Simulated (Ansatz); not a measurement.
Mo: geometry relaxation (part 2 of 2)

Mo (slab, 13 atoms in the cell); DFT PBEsol, scalar-relativistic, plane waves, PAW, no spin polarisation (Ansatz 0.2.0); cutoff 420 eV, 9×9×1 k-mesh, Gaussian smearing of 0.1 eV. The structure derives from an entry of the Crystallography Open Database. The input holds or restrains some coordinates. Forces given for the steps count only the free coordinates. It belongs to a series of runs on one base structure; here: clean surface, atoms relaxed.

Geometry of the input (Å; fractional positions):
```
4.4435  0.0000  0.0000
-2.2217  3.8481  0.0000
0.0000  0.0000  30.8842
Mo 0.6667  0.3333  0.3238
Mo 0.3333  0.6667  0.3532
Mo 0.0000  0.0000  0.3825
Mo 0.6667  0.3333  0.4119
Mo 0.3333  0.6667  0.4413
Mo 0.0000  0.0000  0.4706
Mo 0.6667  0.3333  0.5000
Mo 0.3333  0.6667  0.5294
Mo 0.0000  0.0000  0.5587
Mo 0.6667  0.3333  0.5881
Mo 0.3333  0.6667  0.6175
Mo 0.0000  0.0000  0.6468
Mo 0.6667  0.3333  0.6762
```

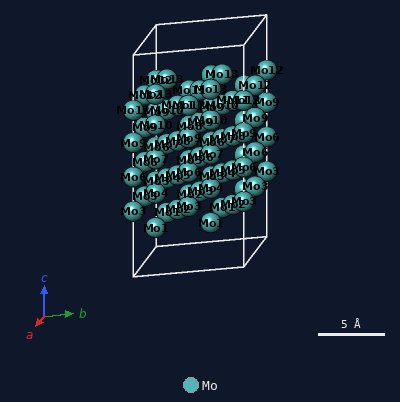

Figure 1. The geometry at step 3 of the log (spheres-only view of the 2 × 2 repeat of the cell, with the vacuum cut short, seen slightly off an axis; atoms are numbered from 1 in the order of the input).

### What the program printed, continued
```
SCF iter   1: F=—  HF=-63659.542006 eV  |F-HF|=—  |Δ(HF+E_count)|=         —  Δρ=7.02e-4  dr2=5.99e-3  ethr=4.86e-5  p=-0.035 e·Å  D=-1.19e-2 V/Å  ΔV_dip=0.37 eV  dr2_dipole=2.16e-4  V_vac-E_F(+/−)=4.06/3.69 eV  ⟨swp⟩=2.0  Hψ=1808  notcnv=0
efield: sawtooth ramp at fractional position 0.9800 (handed on by an earlier solve), width 0.0400; the density the first Hamiltonian is built on has a dipole p = -0.035 e·Å; the dipole correction subtracts the counter field D = -1.19e-2 V/Å, which shifts the + side's vacuum level by +0.37 eV against the − side's; the planar-averaged density in the ramp window peaks in size at 6.8e-6 e/Å³
preconditioner: auto → LDOS  [metal: Δε(μ)=0.013 eV  Ē_g=3.936 eV  σ=0.100 eV  W_gap=0.07  n_scr=112 (ndim 8)  ℏωp=14.3 eV  f_vac=0.556  D(μ)=10.05/eV (n_scr^D=72)  β→1.0]
SCF iter   2: F=—  HF=-63659.541900 eV  |F-HF|=—  |Δ(HF+E_count)|=   1.05e-4  Δρ=4.85e-4  dr2=4.11e-3  ethr=3.29e-6  p=-0.035 e·Å  D=-1.20e-2 V/Å  ΔV_dip=0.37 eV  dr2_dipole=1.22e-5  V_vac-E_F(+/−)=4.06/3.69 eV  ⟨swp⟩=2.0  Hψ=2302  notcnv=0  defer=1
SCF iter   3: F=—  HF=-63659.541613 eV  |F-HF|=—  |Δ(HF+E_count)|=   2.87e-4  Δρ=1.93e-4  dr2=5.17e-4  ethr=2.26e-6  p=-0.034 e·Å  D=-1.17e-2 V/Å  ΔV_dip=0.36 eV  dr2_dipole=1.11e-5  V_vac-E_F(+/−)=4.05/3.69 eV  ⟨swp⟩=2.0  Hψ=1691  notcnv=0  defer=1
SCF iter   4: F=—  HF=-63659.541567 eV  |F-HF|=—  |Δ(HF+E_count)|=   4.64e-5  Δρ=4.12e-5  dr2=2.27e-5  ethr=2.84e-7  p=-0.034 e·Å  D=-1.17e-2 V/Å  ΔV_dip=0.36 eV  dr2_dipole=1.37e-6  V_vac-E_F(+/−)=4.05/3.69 eV  ⟨swp⟩=3.0  Hψ=1901  notcnv=0  defer=1
SCF iter   5: F=—  HF=-63659.542753 eV  |F-HF|=—  |Δ(HF+E_count)|=   1.19e-3  Δρ=1.07e-5  dr2=9.66e-7  ethr=1.25e-8  p=-0.034 e·Å  D=-1.17e-2 V/Å  ΔV_dip=0.36 eV  dr2_dipole=2.48e-8  V_vac-E_F(+/−)=4.05/3.69 eV  ⟨swp⟩=2.8  Hψ=2115  notcnv=0  defer=1
SCF iter   6: F=—  HF=-63659.542754 eV  |F-HF|=—  |Δ(HF+E_count)|=   3.93e-7  Δρ=3.67e-6  dr2=1.00e-7  ethr=5.31e-10  p=-0.034 e·Å  D=-1.16e-2 V/Å  ΔV_dip=0.36 eV  dr2_dipole=3.01e-9  V_vac-E_F(+/−)=4.05/3.69 eV  ⟨swp⟩=2.8  Hψ=2090  notcnv=0  defer=1
SCF iter   7: F=-63659.542754 eV  HF=-63659.542754 eV  |F-HF|=4.91e-8  |Δ(HF+E_count)|=   2.63e-7  Δρ=1.47e-6  dr2=1.87e-8  ethr=5.49e-11  p=-0.034 e·Å  D=-1.16e-2 V/Å  ΔV_dip=0.36 eV  dr2_dipole=1.01e-9  V_vac-E_F(+/−)=4.05/3.69 eV  ⟨swp⟩=10.8  Hψ=5580  notcnv=0
SCF 5 converged in 7 iterations: F = -63659.542754 eV  dr2 = 1.87e-8
relax step   5: F+E_penalty+E_count = -63659.54275387 eV  Δ(F+E_penalty+E_count) = -5.449e-4 eV  max|allowed force component| = 2.851e-2 eV/Å  Δτ_max = 0.0105 Å  (7 SCF iters, accepted)
SCF converged after 7 iterations
Free energy (F): -63659.542754 eV
Harris-Foulkes:  -63659.542754 eV  (|F-HF|=4.91e-8)
Internal energy: -63659.492594 eV  (E = F + TS)
E sigma→0 (E₀):  -63659.517674 eV
Entropy (-TS):   -0.050160 eV (-3.858 meV/atom)
Fermi energy:    5.694690 eV
Dipole field:    D = -0.011607 V/Å  (p = -0.033873 e·Å, saw-weighted, corrected)
Work function:   Φ+ = 4.0499 eV   Φ− = 3.6915 eV
Levels:          The Fermi level and band energies are counted from a zero that moves with the ramp; work functions are not
--- Per-component energies (eV) ---
  E_band       = -3481.376283
  E_kinetic    = 5723.485396
  E_local      = -358839.949591  (includes V_loc(G=0)·N_el)
  E_nonlocal   = 1887.441128
  E_hartree    = 176297.707083
  E_xc         = -2362.266912
  E_vxc        = -2958.174248  (∫ρ·V_xc dr)
  E_paw        = -40871.347045  (= ΣΔE_a)
  E_vpaw       = -1889.527655  (= ΣTr[D̂ρ^β])
  E_aug_tail   = 0.000506  (compensation charges beyond the density's cutoff)
  E_efield     = 0.000197  (sawtooth field / dipole correction)
  E_vefield    = -0.049852  (∫n·V_field dr)
  E_ewald      = 154502.715754
  E_core_change = 2.720891  (= ΣΔE_core)
  E_smearing   = -0.050160  (= −TS)
  E_closure    = 0.000000  (closes the sum)
  Σ components = -63659.542754   (vs F -63659.542754, Δ=0.00e0)
--- Forces (eV/Å), atoms counted from 1 ---
  atom   1  Mo     0.00000000     0.00000000     2.32927112
  atom   2  Mo    -0.00000000     0.00000000     0.11748547
  atom   3  Mo    -0.00000000    -0.00000000    -0.78374839
  atom   4  Mo    -0.00000000    -0.00000000    -0.99027824
  atom   5  Mo    -0.00000000    -0.00000000    -0.34405182
  atom   6  Mo    -0.00000000    -0.00000000    -0.33137948
  atom   7  Mo    -0.00000000     0.00000000     0.00092755
  atom   8  Mo    -0.00000000     0.00000000     0.01445399
  atom   9  Mo     0.00000000    -0.00000000     0.02583398
  atom  10  Mo    -0.00000000     0.00000000    -0.02850954
  atom  11  Mo     0.00000000    -0.00000000    -0.00905684
  atom  12  Mo     0.00000000    -0.00000000     0.01583119
  atom  13  Mo    -0.00000000     0.00000000    -0.01681884
  max |Σ_I F_I| component: 3.99e-5 eV/Å
--- Band table (eV; the first three rows and the last of 12) ---
  k-point 0: bands = ["-55.4467", "-55.3888", "-55.2903", "-55.2439", "-55.2067", "-55.1446", "-55.1108", "-55.0954", "-55.0652", "-55.0114", "-54.9975", "-54.9164", "-54.8194", "-29.9808", "-29.7804", "-29.7739", "-29.7739", "-29.7390", "-29.7390", "-29.7296", "-29.7296", "-29.7046", "-29.6942", "-29.6942", "-29.6358", "-29.6178", "-29.6178", "-29.4673", "-29.4572", "-29.4572", "-29.3437", "-29.3421", "-29.3421", "-29.2911", "-29.1880", "-29.1880", "-29.1292", "-29.0629", "-29.0179", "-29.0179", "-28.9822", "-28.9055", "-28.8739", "-28.8739", "-28.8039", "-28.7551", "-28.7551", "-28.7028", "-28.7028", "-28.6420", "-28.5618", "-28.5618", "-1.2202", "-0.3537", "0.4376", "0.4376", "0.8042", "1.0671", "1.0671", "2.0137", "2.0492", "2.0492", "2.1382", "2.3327", "2.6208", "2.6208", "2.7739", "2.7739", "2.9373", "2.9373", "3.0447", "3.0655", "3.1090", "3.1090", "3.2352", "3.2352", "3.3798", "3.5434", "3.5434", "3.8083", "3.8083", "3.8092", "4.1114", "4.1114", "4.3533", "4.4566", "4.4566", "4.5236", "4.5236", "4.8259", "4.9966", "5.7588", "6.6582", "6.9140", "6.9140", "6.9812", "6.9812", "7.1734", "7.2359", "7.2359", "7.3627", "7.3627", "7.4183", "7.4183", "7.6752", "7.6752", "7.9968", "7.9968", "8.0469", "8.0469"]
  k-point 1: bands = ["-55.4367", "-55.3797", "-55.2836", "-55.2413", "-55.2070", "-55.1480", "-55.1136", "-55.0995", "-55.0669", "-55.0184", "-54.9959", "-54.9214", "-54.8263", "-29.9968", "-29.8825", "-29.8559", "-29.8165", "-29.8032", "-29.7924", "-29.7354", "-29.7069", "-29.6872", "-29.6503", "-29.6419", "-29.6096", "-29.5756", "-29.5578", "-29.4896", "-29.4257", "-29.4069", "-29.3576", "-29.3192", "-29.3052", "-29.2719", "-29.1739", "-29.1699", "-29.1111", "-29.0588", "-29.0112", "-29.0012", "-28.9838", "-28.9185", "-28.8724", "-28.8673", "-28.8066", "-28.7807", "-28.7564", "-28.7273", "-28.7023", "-28.6402", "-28.5952", "-28.5639", "-1.0422", "-0.2066", "0.5441", "0.5628", "0.8442", "1.1401", "1.1664", "1.7305", "1.9088", "2.0701", "2.1176", "2.2406", "2.3307", "2.5328", "2.5496", "2.7087", "2.7794", "2.8633", "2.9052", "2.9679", "3.0775", "3.2668", "3.4500", "3.4958", "3.5422", "3.6402", "3.7302", "3.9212", "3.9856", "4.0374", "4.1082", "4.1531", "4.3143", "4.5572", "4.6169", "4.6226", "4.8257", "4.9102", "5.0496", "5.8068", "6.6057", "6.6904", "6.8263", "6.8522", "6.8971", "7.0348", "7.0696", "7.1834", "7.2529", "7.3495", "7.4382", "7.5361", "7.6178", "7.6428", "7.6873", "7.7977", "7.9831", "8.0137"]
  k-point 2: bands = ["-55.4084", "-55.3540", "-55.2659", "-55.2353", "-55.2086", "-55.1581", "-55.1219", "-55.1115", "-55.0692", "-55.0378", "-54.9907", "-54.9350", "-54.8452", "-30.0453", "-29.9973", "-29.9162", "-29.8913", "-29.8722", "-29.8386", "-29.7740", "-29.7613", "-29.7129", "-29.6189", "-29.6046", "-29.5585", "-29.4972", "-29.4729", "-29.4340", "-29.3686", "-29.3540", "-29.3478", "-29.2592", "-29.2514", "-29.2116", "-29.1791", "-29.1365", "-29.0687", "-29.0299", "-29.0161", "-28.9941", "-28.9632", "-28.9317", "-28.8868", "-28.8700", "-28.8488", "-28.7996", "-28.7610", "-28.7606", "-28.7009", "-28.6660", "-28.6394", "-28.5696", "-0.5410", "0.1975", "0.8539", "0.8702", "0.9601", "1.2614", "1.4119", "1.4565", "1.5381", "1.8480", "1.9455", "2.1252", "2.2937", "2.3002", "2.4488", "2.5461", "2.6240", "2.7086", "2.9013", "2.9717", "3.0371", "3.3135", "3.4890", "3.6542", "3.6697", "3.8562", "3.9571", "3.9999", "4.0126", "4.1034", "4.2898", "4.3679", "4.6906", "4.7282", "4.9461", "5.0177", "5.0584", "5.3313", "5.5125", "6.0024", "6.0756", "6.1964", "6.5492", "6.6085", "6.6876", "6.7886", "6.8694", "6.9591", "6.9984", "7.1418", "7.2440", "7.3523", "7.4627", "7.5492", "7.6088", "7.8167", "7.8219", "7.9251"]
  k-point 11: bands = ["-55.2917", "-55.2639", "-55.2463", "-55.2371", "-55.1991", "-55.1951", "-55.1576", "-55.1377", "-55.1161", "-55.0553", "-54.9774", "-54.9501", "-54.9224", "-30.1596", "-30.0011", "-29.9773", "-29.9387", "-29.8710", "-29.8367", "-29.8202", "-29.8118", "-29.8016", "-29.7892", "-29.6477", "-29.5753", "-29.4564", "-29.4454", "-29.3836", "-29.3242", "-29.2632", "-29.2424", "-29.2268", "-29.1449", "-29.1438", "-29.0934", "-29.0819", "-29.0754", "-29.0282", "-29.0171", "-28.9830", "-28.9326", "-28.9136", "-28.9130", "-28.8403", "-28.8322", "-28.8286", "-28.7798", "-28.7597", "-28.7232", "-28.6753", "-28.6182", "-28.6038", "0.9197", "0.9393", "0.9906", "1.1759", "1.3263", "1.3557", "1.4809", "1.5013", "1.6654", "1.9432", "1.9801", "2.1259", "2.4724", "2.6108", "2.7697", "2.7883", "2.8838", "2.8909", "3.1031", "3.1034", "3.3312", "3.3853", "3.4676", "3.4777", "3.5994", "3.7042", "3.8729", "3.9239", "3.9393", "3.9687", "4.3492", "4.4292", "4.4444", "4.7578", "4.9617", "5.0413", "5.0783", "5.1349", "5.4971", "5.6616", "6.0630", "6.0748", "6.2857", "6.2998", "6.3378", "6.4378", "6.4688", "6.5422", "6.5896", "6.6693", "6.8373", "6.8764", "6.9751", "7.1898", "7.4186", "7.5762", "7.9119", "8.1357"]
--- Relaxed structure (5 steps of the walk, 5 accepted, 0 SCFs on fresh bases) ---
  F+E_penalty+E_count = -63659.54275387 eV   max|allowed force component| = 2.851e-2 eV/Å
  atoms:
    - { symbol: Mo, position: [0.6666666666666667, 0.3333333333333333, 0.323790084] }
    - { symbol: Mo, position: [0.3333333333333334, 0.6666666666666665, 0.3531584034] }
    - { symbol: Mo, position: [2.7372362379975074e-17, -4.5547611240160884e-17, 0.3825267227] }
    - { symbol: Mo, position: [0.6666666666666667, 0.3333333333333333, 0.411895042] }
    - { symbol: Mo, position: [0.3333333333333334, 0.6666666666666665, 0.44126336129999993] }
    - { symbol: Mo, position: [2.7372362379975074e-17, -4.5547611240160884e-17, 0.47063168069999994] }
    - { symbol: Mo, position: [0.6666666666666667, 0.3333333333333333, 0.4998896105142683] }
    - { symbol: Mo, position: [0.3333333333333334, 0.6666666666666665, 0.5292550573701371] }
    - { symbol: Mo, position: [2.7867639920531086e-17, -4.4941386955331216e-17, 0.5594837252845817] }
    - { symbol: Mo, position: [0.6666666666666667, 0.3333333333333333, 0.5875282166675801] }
    - { symbol: Mo, position: [0.3333333333333334, 0.6666666666666665, 0.6206088206333269] }
    - { symbol: Mo, position: [2.507393205089311e-17, -4.836091119499896e-17, 0.6433745981519682] }
    - { symbol: Mo, position: [0.6666666666666667, 0.3333333333333333, 0.6665825915943808] }
```

### Trajectory as extended XYZ (Å, eV, eV/Å), 5 frames, from step=1 to step=5
```
13
Lattice="4.4435 0.0000 0.0000 -2.2217 3.8481 0.0000 0.0000 0.0000 30.8842" Properties=species:S:1:pos:R:3:forces:R:3 step=1 energy=-63659.07617
Mo    2.2217    1.2827   10.0000    0.0000   0.0000   2.4130
Mo    0.0000    2.5654   10.9070    0.0000   0.0000   0.1316
Mo    0.0000    0.0000   11.8140    0.0000   0.0000  -0.9502
Mo    2.2217    1.2827   12.7211    0.0000   0.0000  -0.8973
Mo    0.0000    2.5654   13.6281    0.0000   0.0000  -0.4613
Mo    0.0000    0.0000   14.5351    0.0000   0.0000  -0.1023
Mo    2.2217    1.2827   15.4421    0.0000   0.0000   0.0000
Mo    0.0000    2.5654   16.3491    0.0000   0.0000   0.1023
Mo    0.0000    0.0000   17.2561    0.0000   0.0000   0.4613
Mo    2.2217    1.2827   18.1632    0.0000   0.0000   0.8973
Mo    0.0000    2.5654   19.0702    0.0000   0.0000   0.9502
Mo    0.0000    0.0000   19.9772    0.0000   0.0000  -0.1316
Mo    2.2217    1.2827   20.8842    0.0000   0.0000  -2.4130
13
Lattice="4.4435 0.0000 0.0000 -2.2217 3.8481 0.0000 0.0000 0.0000 30.8842" Properties=species:S:1:pos:R:3:forces:R:3 step=2 energy=-63659.47711
Mo    2.2217    1.2827   10.0000    0.0000   0.0000   2.3681
Mo    0.0000    2.5654   10.9070    0.0000   0.0000   0.1373
Mo    0.0000    0.0000   11.8140    0.0000   0.0000  -0.8656
Mo    2.2217    1.2827   12.7211    0.0000   0.0000  -0.9060
Mo    0.0000    2.5654   13.6281    0.0000   0.0000  -0.3100
Mo    0.0000    0.0000   14.5351    0.0000   0.0000  -0.0957
Mo    2.2217    1.2827   15.4495    0.0000   0.0000   0.0852
Mo    0.0000    2.5654   16.3691    0.0000   0.0000  -0.1030
Mo    0.0000    0.0000   17.2902    0.0000   0.0000   0.3553
Mo    2.2217    1.2827   18.2063    0.0000   0.0000  -0.0720
Mo    0.0000    2.5654   19.1448    0.0000   0.0000   0.5501
Mo    0.0000    0.0000   19.9621    0.0000   0.0000  -0.6582
Mo    2.2217    1.2827   20.6892    0.0000   0.0000  -0.4894
13
Lattice="4.4435 0.0000 0.0000 -2.2217 3.8481 0.0000 0.0000 0.0000 30.8842" Properties=species:S:1:pos:R:3:forces:R:3 step=3 energy=-63659.52973
Mo    2.2217    1.2827   10.0000    0.0000   0.0000   2.3212
Mo    0.0000    2.5654   10.9070    0.0000   0.0000   0.1221
Mo    0.0000    0.0000   11.8140    0.0000   0.0000  -0.7831
Mo    2.2217    1.2827   12.7211    0.0000   0.0000  -1.0248
Mo    0.0000    2.5654   13.6281    0.0000   0.0000  -0.4136
Mo    0.0000    0.0000   14.5351    0.0000   0.0000  -0.4720
Mo    2.2217    1.2827   15.4300    0.0000   0.0000  -0.0491
Mo    0.0000    2.5654   16.3332    0.0000   0.0000  -0.0086
Mo    0.0000    0.0000   17.2535    0.0000   0.0000  -0.0116
Mo    2.2217    1.2827   18.1231    0.0000   0.0000  -0.2066
Mo    0.0000    2.5654   19.1367    0.0000   0.0000  -0.0470
Mo    0.0000    0.0000   19.8097    0.0000   0.0000   0.4799
Mo    2.2217    1.2827   20.5443    0.0000   0.0000   0.0941
13
Lattice="4.4435 0.0000 0.0000 -2.2217 3.8481 0.0000 0.0000 0.0000 30.8842" Properties=species:S:1:pos:R:3:forces:R:3 step=4 energy=-63659.54221
Mo    2.2217    1.2827   10.0000    0.0000   0.0000   2.3239
Mo    0.0000    2.5654   10.9070    0.0000   0.0000   0.1190
Mo    0.0000    0.0000   11.8140    0.0000   0.0000  -0.7848
Mo    2.2217    1.2827   12.7211    0.0000   0.0000  -1.0003
Mo    0.0000    2.5654   13.6281    0.0000   0.0000  -0.3437
Mo    0.0000    0.0000   14.5351    0.0000   0.0000  -0.3453
Mo    2.2217    1.2827   15.4342    0.0000   0.0000   0.0481
Mo    0.0000    2.5654   16.3459    0.0000   0.0000  -0.0160
Mo    0.0000    0.0000   17.2832    0.0000   0.0000  -0.0727
Mo    2.2217    1.2827   18.1379    0.0000   0.0000   0.0216
Mo    0.0000    2.5654   19.1632    0.0000   0.0000   0.0223
Mo    0.0000    0.0000   19.8702    0.0000   0.0000  -0.0526
Mo    2.2217    1.2827   20.5764    0.0000   0.0000   0.0814
13
Lattice="4.4435 0.0000 0.0000 -2.2217 3.8481 0.0000 0.0000 0.0000 30.8842" Properties=species:S:1:pos:R:3:forces:R:3 step=5 energy=-63659.54275
Mo    2.2217    1.2827   10.0000    0.0000   0.0000   2.3293
Mo    0.0000    2.5654   10.9070    0.0000   0.0000   0.1175
Mo    0.0000    0.0000   11.8140    0.0000   0.0000  -0.7837
Mo    2.2217    1.2827   12.7211    0.0000   0.0000  -0.9903
Mo    0.0000    2.5654   13.6281    0.0000   0.0000  -0.3441
Mo    0.0000    0.0000   14.5351    0.0000   0.0000  -0.3314
Mo    2.2217    1.2827   15.4387    0.0000   0.0000   0.0009
Mo    0.0000    2.5654   16.3456    0.0000   0.0000   0.0145
Mo    0.0000    0.0000   17.2792    0.0000   0.0000   0.0258
Mo    2.2217    1.2827   18.1453    0.0000   0.0000  -0.0285
Mo    0.0000    2.5654   19.1670    0.0000   0.0000  -0.0091
Mo    0.0000    0.0000   19.8701    0.0000   0.0000   0.0158
Mo    2.2217    1.2827   20.5869    0.0000   0.0000  -0.0168
```

### Summary

```tsv
quantity	value
outcome	converged under the restraints of the input
electrons treated	182
free energy	−63659.5428 eV
work function, top face	4.05 eV
work function, bottom face	3.69 eV
Fermi energy	5.695 eV
gap on the k-point mesh	none (metallic)
final volume	528.09 Å³
work function (upper face)	4.05 eV
largest force (length of the vector) at the end, held atoms and coordinates included	2.329 eV/Å
hardware	2 threads of Arm Neoverse N1, 98 GiB of memory available, shared host
wall time	7.3 min (CPU time 14 min)
peak memory	1.2 GiB
```
